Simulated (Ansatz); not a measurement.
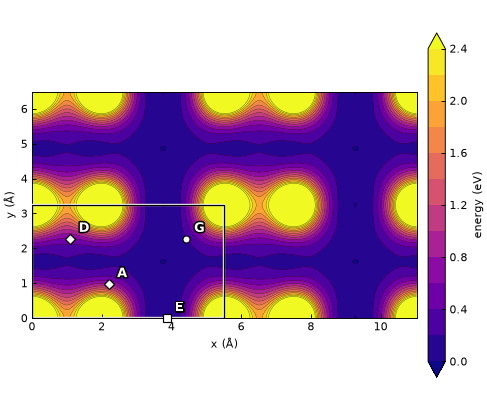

ZnO (P4_2/mnm phase) with one H guest (9 atoms in the cell). A guest moved over a lattice plane through the rigid host; the plane is (1 0 0) of the conventional cell, half-way across the widest gap between atomic layers, origin above O5. Places are given modulo a cell vector. The map is drawn in real space over the plane of the scan. Nothing is relaxed (host rigid, guest held in the plane). The grid has 10 × 10 points; 60 points were computed and 40 follow by symmetry. All energies are given in eV per cell relative to the lowest grid point. The calculation used DFT PBEsol, scalar-relativistic, plane waves, PAW in Ansatz. Settings: cutoff 420 eV, k-mesh 4×4×8, gaussian smearing 0.05 eV, no spin polarisation.

The picture shows filled contours, the outline of one cell of the 2 × 2 shown, one colour for all values above the top of the scale, lettered points. Between grid points the surface is interpolated.

What kind of point is each of A, D, E: minimum, saddle, maximum or slope?

A: on a slope; D: on a slope; E: minimum. (In these two coordinates alone; a stationary point may lie a little off the grid point.)

Rank the lettered points by energy, lowest first.

E (0.0038 eV), G (0.18 eV), D (0.57 eV), A (0.82 eV).

PAW datasets: the set soft_1.
